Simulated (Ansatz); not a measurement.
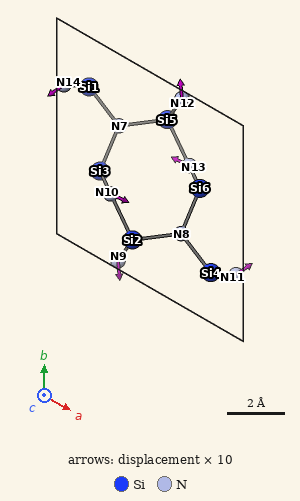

A relaxation of crystalline Si3N4 (set up in P6_3/m) (coarse preliminary run). The starting structure is drawn; purple arrows show the displacements, 10 times their true length.

Style: ball-and-stick. Shown: the cell of the calculation, along the c axis.

These are results of Ansatz 0.2.0, DFT PBE+D3(BJ), scalar-relativistic, plane waves, PAW, not measurements. (plane-wave cutoff 420 eV; k-point mesh 3 × 3 × 8; occupations gaussian; smearing width 0.1 eV; no spin polarisation; cell and atoms relaxed; force threshold 0.05 eV/Å; at most 80 steps)

Atoms of which element are displaced furthest, and by how much?

Answer. Nitrogen: up to 0.073 Å, against 0.001 Å for silicon.

Describe the change and its energy.

Answer. The energy falls by 0.369 eV per cell of the calculation in 4 accepted moves (5 points after the start). Largest force component: 1.7 eV/Å at the start, 0.011 eV/Å at the end. The pressure goes from 2.36 to 0.01 GPa. The SCF was repeated once at an unchanged geometry on a basis and grid sized afresh for the cell, which shifted the energy by 2.0 meV per cell of the calculation at most. The largest moves relative to the cell, 0.073 Å, are those of N9, N10, N11, N12, N13 and N14. N10 goes along +a. Largest moves by element: N 0.073 Å, Si 0.001 Å. The volume changes by +0.4 %, with a = b 7.609 → 7.619 Å (+0.1 %), c 2.908 → 2.911 Å (+0.1 %). Some distances before and after: Si1–N9 1.793 → 1.739 Å, Si1–N14 1.707 → 1.739 Å. Bond angles that change, for instance: N12–Si5–N12 116.8° → 113.6°, Si5–N12–Si5 116.8° → 113.6°, N12–Si5–N13 105.1° → 108.0°. The space group stays P6_3/m (No. 176).
